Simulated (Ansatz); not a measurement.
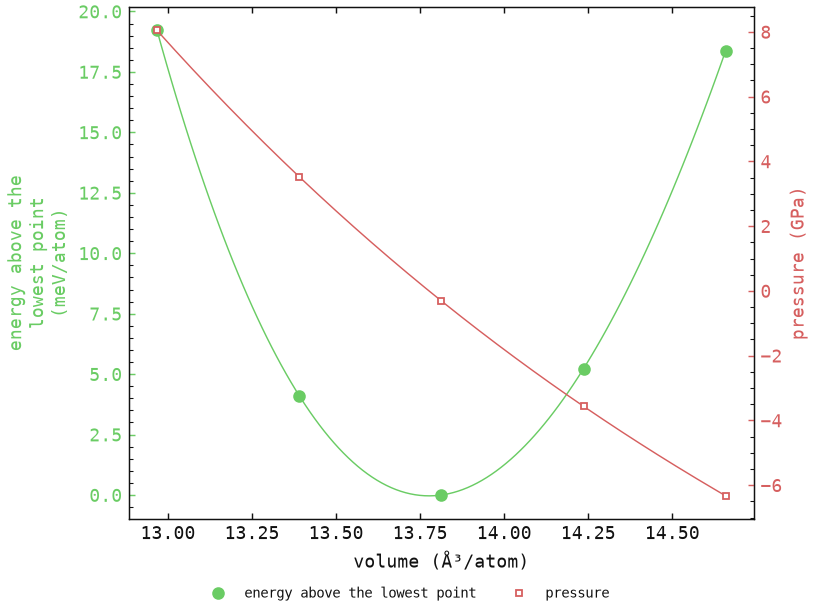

Plotted: energy above the lowest point and pressure against volume for CaO, space group Fm-3m (No. 225) (one of a set of cubic test structures, which need not be the stable phase).

Calculation (Ansatz 0.2.0 development build): equation of state of a cubic crystal from periodic Kohn-Sham density functional theory without spin, third-order Birch-Murnaghan fit to the free energies; pressure corrected for the finite basis. Level: r2SCAN.

```
                setting                   value
         structure type               rock salt
          atoms in cell                       2
     space group number                     225
       lattice centring  face-centred primitive
                 k mesh                12×12×12
      occupation method             Fermi–Dirac
       occupation width                  0.1 eV
            wave cutoff                  700 eV
               datasets                hard PAW
      density tolerance                1e-09 eV
                  bands                      12
   density cutoff ratio                       4
search for lower states                 default
          xc grid level                       2
```

**Give the fitted equation-of-state parameters.**

A third-order Birch–Murnaghan fit gives V0 = 13.78 Å³/atom, B0 = 117 GPa and B′ = 4.3.

**What does the pressure do across the range?**

It falls from 8.0 GPa at volume 12.97 Å³/atom to −6.3 GPa at 14.66 Å³/atom, and changes sign near 13.78 Å³/atom.

Limits of the calculation: pseudopotentials made with PBE, not this functional.
